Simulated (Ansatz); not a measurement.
**B$_{5}$N: a changed input and its effect**

System: B$_{5}$N (I4/mmm, 6 atoms in the cell).
Method of run 1: DFT PBE, scalar-relativistic, plane waves, PAW, no spin polarisation (Ansatz 0.2.0).

The structure was made by a generator, so it may or may not be a known phase. Text and figures count atoms from 1; the logs count them from 0 in places.

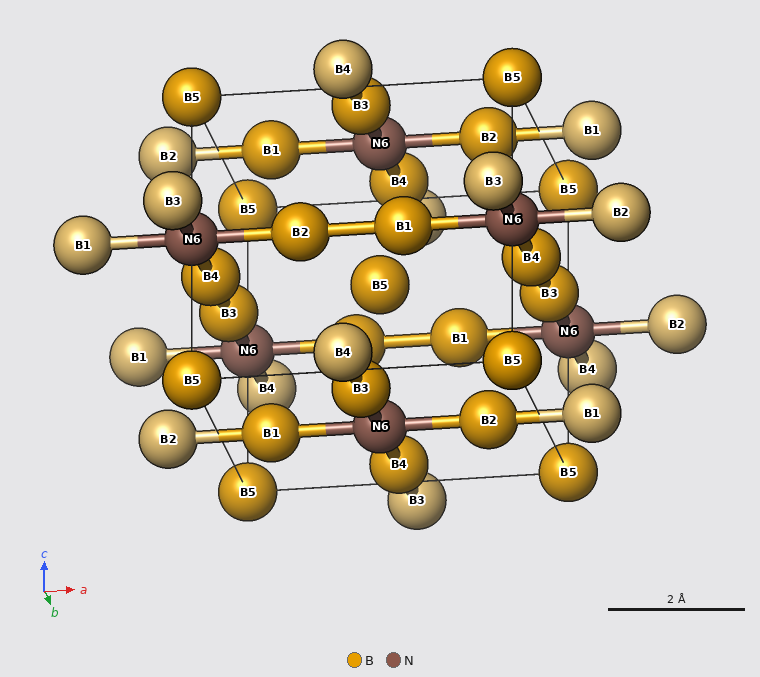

Fig. 1: The structure as given in the input (ball-and-stick view of the cell 2 times as large as that of the calculation, set on its symmetry axes, seen at an oblique angle; neighbours outside the cell are drawn fainter; atoms are numbered from 1 in the order of the input). An atom can appear more than once, as a periodic image.

## Input file, run 1
```yaml
crystal:
  lattice:
    - [-2.39776121, 2.39776121, 2.22485562]
    - [2.39776121, -2.39776121, 2.22485562]
    - [2.39776121, 2.39776121, -2.22485562]
  atoms:
    - { symbol: B, position: [0.5, 0.16082109, 0.66082109] }
    - { symbol: B, position: [0.5, 0.83917891, 0.33917891] }
    - { symbol: B, position: [0.16082109, 0.5, 0.66082109] }
    - { symbol: B, position: [0.83917891, 0.5, 0.33917891] }
    - { symbol: B, position: [0.0, 0.0, 0.0] }
    - { symbol: "N", position: [0.5, 0.5, 0.0] }
basis:
  ecutwfc: 420
kpoints:
  mp_grid: { grid: [6, 6, 6] }
hamiltonian:
  xc: pbe
scf:
  occupations: { method: gaussian, width: 0.1 }
  lower_state_search: "off"
output:
  forces: true
  stress: true
  eigenvalues: true
```

Command:
```bash
ansatz run input.yaml --threads 1 --pin off --max-ram 2560MiB --backend cpu --events-out ev --progress --plain --runs-dir out
```

Hardware: 1 thread of Arm Neoverse V1, 24 GiB of memory available, shared host.

## Output, shortened to warnings, some set-up lines, iterations and results (run 1)
```
Basis set: ecut = 420 eV, 1003 PW (Γ), exchange–correlation on 60×60×60 points (8 copies of the dense FFT grid, shifted against one another)
Symmetry: 16 space group operations
k-points: 30 of 216
Initial density: superposition of atomic densities (neutral atoms: chi_scale 0, normalization atom), corrected by the library's trained network
[...]
SCF iter   1: F=—  HF=-1153.065243 eV  |F-HF|=—  |Δ(HF+E_count)|=         —  Δρ=9.64e-3  dr2=4.83e-2  ethr=1.77e-3  ⟨swp⟩=5.4  Hψ=2383  notcnv=0
SCF iter   2: F=—  HF=-1153.056156 eV  |F-HF|=—  |Δ(HF+E_count)|=   9.09e-3  Δρ=5.40e-3  dr2=1.29e-2  ethr=2.41e-4  ⟨swp⟩=1.0  Hψ=720  notcnv=0
SCF iter   3: F=—  HF=-1153.052932 eV  |F-HF|=—  |Δ(HF+E_count)|=   3.22e-3  Δρ=1.50e-3  dr2=1.37e-3  ethr=6.45e-5  ⟨swp⟩=2.6  Hψ=756  notcnv=0
SCF iter   4: F=—  HF=-1153.052641 eV  |F-HF|=—  |Δ(HF+E_count)|=   2.92e-4  Δρ=3.37e-4  dr2=3.71e-5  ethr=6.83e-6  ⟨swp⟩=2.1  Hψ=662  notcnv=0
SCF iter   5: F=—  HF=-1153.052649 eV  |F-HF|=—  |Δ(HF+E_count)|=   8.56e-6  Δρ=3.47e-5  dr2=6.39e-7  ethr=1.86e-7  ⟨swp⟩=2.5  Hψ=738  notcnv=0
SCF iter   6: F=-1153.052649 eV  HF=-1153.052649 eV  |F-HF|=2.63e-9  |Δ(HF+E_count)|=   2.48e-8  Δρ=1.05e-5  dr2=3.45e-8  ethr=5.00e-10  ⟨swp⟩=8.0  Hψ=2400  notcnv=0
SCF 1 converged in 6 iterations: F = -1153.052649 eV  dr2 = 3.45e-8
SCF converged after 6 iterations
Free energy (F): -1153.052649 eV
Harris-Foulkes:  -1153.052649 eV  (|F-HF|=2.63e-9)
Internal energy: -1153.048457 eV  (E = F + TS)
E sigma→0 (E₀):  -1153.050553 eV
Entropy (-TS):   -0.004193 eV (-0.699 meV/atom)
Fermi energy:    8.995223 eV
--- Per-component energies (eV) ---
  E_band       = 21.412903
  E_kinetic    = 343.843502
  E_local      = -341.145587  (includes V_loc(G=0)·N_el)
  E_nonlocal   = 109.895653
  E_hartree    = 97.474768
  E_xc         = -211.235121
  E_vxc        = -254.785967  (∫ρ·V_xc dr)
  E_paw        = -518.998919  (= ΣΔE_a)
  E_vpaw       = -31.343971  (= ΣTr[D̂ρ^β])
  E_aug_tail   = 0.000083  (compensation charges beyond the density's cutoff)
  E_ewald      = -632.882836
  E_smearing   = -0.004193  (= −TS)
  E_closure    = -0.000000  (closes the sum)
  Σ components = -1153.052649   (vs F -1153.052649, Δ=0.00e0)
--- Forces (eV/Å), atoms counted from 1 ---
  atom   1  B      1.18878124     0.00000000     0.00000000
  atom   2  B     -1.18878124     0.00000000    -0.00000000
  atom   3  B     -0.00000000     1.18878124     0.00000000
  atom   4  B     -0.00000000    -1.18878124     0.00000000
  atom   5  B     -0.00000000     0.00000000     0.00000000
  atom   6  N      0.00000000     0.00000000     0.00000000
  max |Σ_I F_I| component: 6.94e-18 eV/Å
--- Stress (GPa, compression-positive) ---
      -18.588824      -0.000000       0.000000
       -0.000000     -18.588824       0.000000
        0.000000       0.000000       1.013995
  P = ⅓ Tr σ = -12.0546 GPa (-120.546 kbar)
```

For run 2 the input was changed thus:
```diff
-    - { symbol: "N", position: [0.5, 0.5, 0.0] }
+    - { symbol: "N", position: [0.5, 0.5, 0.0], spin: 1.0 }
+  populations: true
+magnetization:
+  spin_polarized: true
```

Predict how the results change.

The energy is the same within 0.01 meV per atom. With spin allowed, the absolute moment of the cell comes to 0.00 μB. The SCF takes 14 iterations against 6. The two runs start from different initial densities, which also moves the count.

## Output, shortened to warnings, some set-up lines, iterations and results (run 2)
```
WARN: the starting moments were not kept: the SCF closed with an absolute magnetisation of 2.2e-6 μB, where they sum to 1 μB in size (1 site). That is at most 0.1 of that sum. Measured as dr2_m measures the in/out step, that magnetisation stands 5.1e-13 eV from none, at or under the dr2_threshold of 1.0e-7 eV: it is no larger than a step whose dr2_m would equal this threshold. The system may hold …
Basis set: ecut = 420 eV, 1003 PW (Γ), exchange–correlation on 60×60×60 points (8 copies of the dense FFT grid, shifted against one another)
Symmetry: 16 space group operations
k-points: 30 of 216
Initial density: superposition of atomic densities (chi_scale 0.1, normalization cell, long waves kept (reshape's long-wave potential 0.03 eV rms))
[...]
SCF iter   1: F=—  HF=-1154.726326 eV  |F-HF|=—  |Δ(HF+E_count)|=         —  Δρ=5.48e-2 (↑5.48e-2 ↓5.20e-2)  dr2=5.25e0  dr2_m=3.27e-1  M=0.150 μB ∫|m|=0.257 μB  β_m=0.30  …
SCF iter   2: F=—  HF=-1153.916546 eV  |F-HF|=—  |Δ(HF+E_count)|=   8.10e-1  Δρ=3.95e-2 (↑3.95e-2 ↓3.93e-2)  dr2=2.67e0  dr2_m=2.00e-1  M=0.099 μB ∫|m|=0.201 μB  β_m=0.30  …
SCF iter   3: F=—  HF=-1152.992247 eV  |F-HF|=—  |Δ(HF+E_count)|=   9.24e-1  Δρ=1.78e-2 (↑1.60e-2 ↓1.78e-2)  dr2=8.40e-2  dr2_m=1.18e-1  M=0.070 μB ∫|m|=0.160 μB  β_m=0.30  …
SCF iter   4: F=—  HF=-1153.008309 eV  |F-HF|=—  |Δ(HF+E_count)|=   1.61e-2  Δρ=1.30e-2 (↑1.26e-2 ↓1.30e-2)  dr2=2.35e-2  dr2_m=7.11e-2  M=0.053 μB ∫|m|=0.129 μB  β_m=0.30  …
SCF iter   5: F=—  HF=-1153.024467 eV  |F-HF|=—  |Δ(HF+E_count)|=   1.62e-2  Δρ=9.85e-3 (↑9.85e-3 ↓9.40e-3)  dr2=3.19e-3  dr2_m=4.27e-2  M=0.039 μB ∫|m|=0.105 μB  β_m=0.30  …
[... 5 lines ...]
SCF iter  11: F=—  HF=-1153.052650 eV  |F-HF|=—  |Δ(HF+E_count)|=   7.07e-6  Δρ=4.71e-5 (↑2.91e-5 ↓4.71e-5)  dr2=2.47e-6  dr2_m=9.56e-8  M=0.000 μB ∫|m|=0.000 μB  β_m=0.75  …
SCF iter  12: F=-1153.052649 eV  HF=-1153.052649 eV  |F-HF|=2.95e-8  |Δ(HF+E_count)|=   4.14e-7  Δρ=5.28e-6 (↑5.24e-6 ↓5.28e-6)  dr2=1.36e-10  dr2_m=1.29e-8  M=0.000 μB …
SCF iter  13: F=-1153.052649 eV  HF=-1153.052649 eV  |F-HF|=1.03e-10  |Δ(HF+E_count)|=   4.10e-8  Δρ=4.20e-7 (↑3.43e-7 ↓4.20e-7)  dr2=3.01e-11  dr2_m=6.17e-11  M=0.000 μB …
SCF iter  14: F=-1153.052649 eV  HF=-1153.052649 eV  |F-HF|=5.00e-12  |Δ(HF+E_count)|=  1.58e-10  Δρ=7.30e-8 (↑7.30e-8 ↓6.80e-8)  dr2=2.10e-13  dr2_m=2.29e-12  M=0.000 μB …
SCF 1 converged in 14 iterations: F = -1153.052649 eV  dr2 = 2.10e-13
SCF converged after 14 iterations
Magnetization: 0.0000 μB (10.0000 up, 10.0000 down)
Absolute magnetization: 0.0000 μB (∫|ρ↑−ρ↓|, with the PAW one-centre terms)
Spin contamination: 0.0000 ħ² per cell (⟨S²⟩ above its minimum at these occupations)
Per-site moments (μB) at R_I (Å): [(1.1285039295736463e-7, 0.6362574427306662), (1.1285039295847277e-7, 0.6362574427306662), (1.1285039293858804e-7, 0.6362574427306662), (1.1285039294451339e-7, 0.6362574427306662), (-3.33502427981718e-7, 0.91775294325), (-2.801817359292374e-7, 0.670947777759667)]
Free energy (F): -1153.052649 eV
Harris-Foulkes:  -1153.052649 eV  (|F-HF|=5.00e-12)
Internal energy: -1153.048457 eV  (E = F + TS)
E sigma→0 (E₀):  -1153.050553 eV
Entropy (-TS):   -0.004192 eV (-0.699 meV/atom)
Fermi energy:    8.995235 eV
--- Per-component energies (eV) ---
  E_band       = 21.413060
  E_kinetic    = 343.843347
  E_local      = -341.145240  (includes V_loc(G=0)·N_el)
  E_nonlocal   = 109.895516
  E_hartree    = 97.474637
  E_xc         = -211.235111
  E_vxc        = -254.785955  (∫ρ·V_xc dr)
  E_paw        = -518.998854  (= ΣΔE_a)
  E_vpaw       = -31.343965  (= ΣTr[D̂ρ^β])
  E_aug_tail   = 0.000083  (compensation charges beyond the density's cutoff)
  E_ewald      = -632.882836
  E_smearing   = -0.004192  (= −TS)
  E_closure    = -0.000000  (closes the sum)
  Σ components = -1153.052649   (vs F -1153.052649, Δ=0.00e0)
--- Forces (eV/Å), atoms counted from 1 ---
  atom   1  B      1.18876353     0.00000000     0.00000000
  atom   2  B     -1.18876353     0.00000000     0.00000000
  atom   3  B      0.00000000     1.18876353     0.00000000
  atom   4  B      0.00000000    -1.18876353     0.00000000
  atom   5  B     -0.00000000     0.00000000     0.00000000
  atom   6  N      0.00000000     0.00000000    -0.00000000
  max |Σ_I F_I| component: 2.29e-16 eV/Å
--- Stress (GPa, compression-positive) ---
      -18.588533       0.000000       0.000000
        0.000000     -18.588533      -0.000000
        0.000000      -0.000000       1.013803
  P = ⅓ Tr σ = -12.0544 GPa (-120.544 kbar)
--- Löwdin populations: 6 sites ---
  site symbol       q [e]    m [muB]
     0      B      2.8868     0.0000
     1      B      2.8868     0.0000
     2      B      2.8868     0.0000
     3      B      2.8868     0.0000
     4      B      3.0538    -0.0000
     5      N      5.2793    -0.0000
  spilling = 0.005986 (of n_electrons = 20.000000)
```

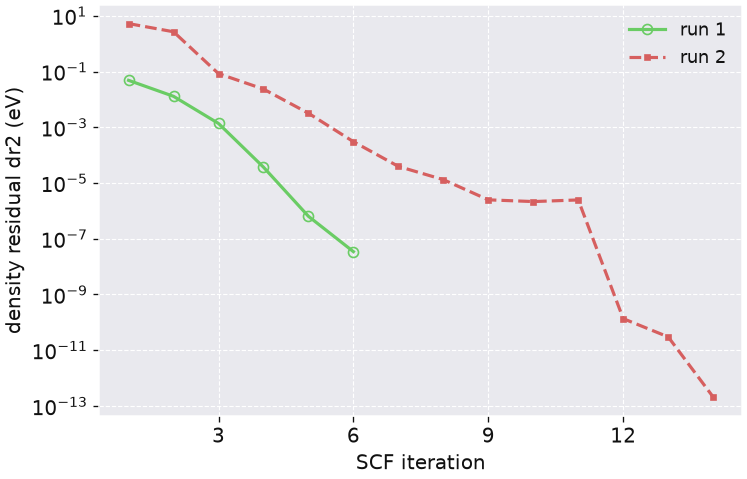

Fig. 2: Convergence of the two runs: density residual dr2 against the SCF iteration. Run 1 takes 6 iterations in all, and run 2 takes 14.

## The two runs side by side

| quantity | run 1 | run 2 |
| --- | --- | --- |
| outcome | converged | converged |
| free energy per atom (eV) | −192.1754 | −192.1754 |
| energy per atom, smearing taken to zero (eV) | −192.1751 | −192.1751 |
| gap on the mesh (eV) | 0.00 | 0.00 |
| pressure (GPa) | −12.05 | −12.05 |
| largest force (eV/Å) | 1.189 | 1.189 |
| SCF iterations | 6 | 14 |
| irreducible k-points | 30 | 30 |
| plane waves at Γ | 1003 | 1003 |
| net moment of the cell (μB) | – | 0.00 |
| absolute moment of the cell (μB) | – | 0.00 |
| wall time (shared host) | 1.6 s | 6 s |

For run 2: Warnings: some starting moments were not kept.
